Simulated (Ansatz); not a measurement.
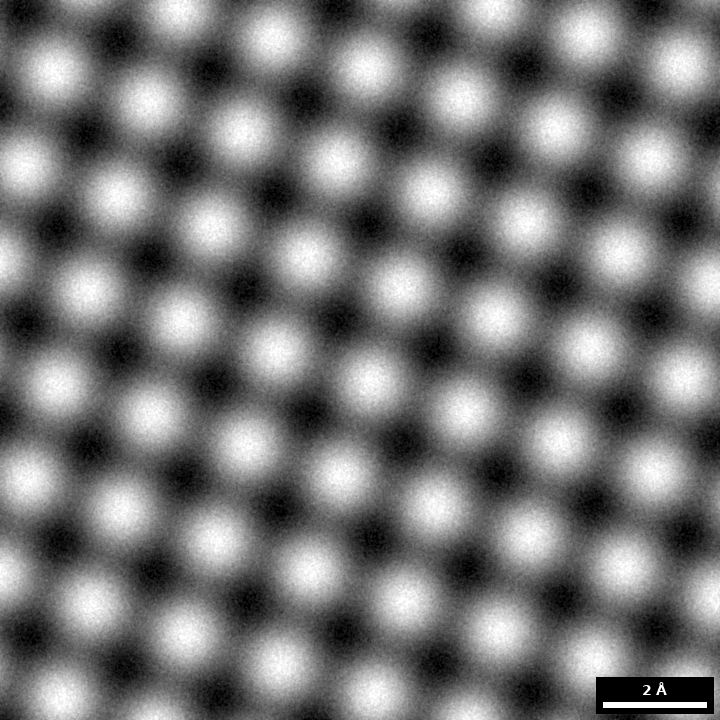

HAADF-like image of a crystal. Simulated incoherent Z contrast: every atom adds Z^1.7 spread by a probe of 1.30 Å full width; channelling and multiple scattering are left out. The probe carries 15 % of its weight in a tail 2.5 times as wide. The display is stretched by a gamma of 0.8; percentages refer to the linear signal. Shot noise was added.

Give the net of the columns and its spacings.

Answer. The pattern repeats on a square net with a repeat of 1.9 Å.

What is the plane group of the image?

Answer. p4mm: fourfold points with mirror lines through them along the axes and the diagonals.

How many columns does the smallest repeating cell hold, and how many levels of brightness?

Answer. 1 column in the primitive cell of 3.7 Å², all of one brightness.

The crystal is V (Fm-3m, No. 225) seen along [001]. Structure: the geometry given to an electronic-structure calculation, possibly off equilibrium; the starting structure was generated, so it need not be a known form of this composition.
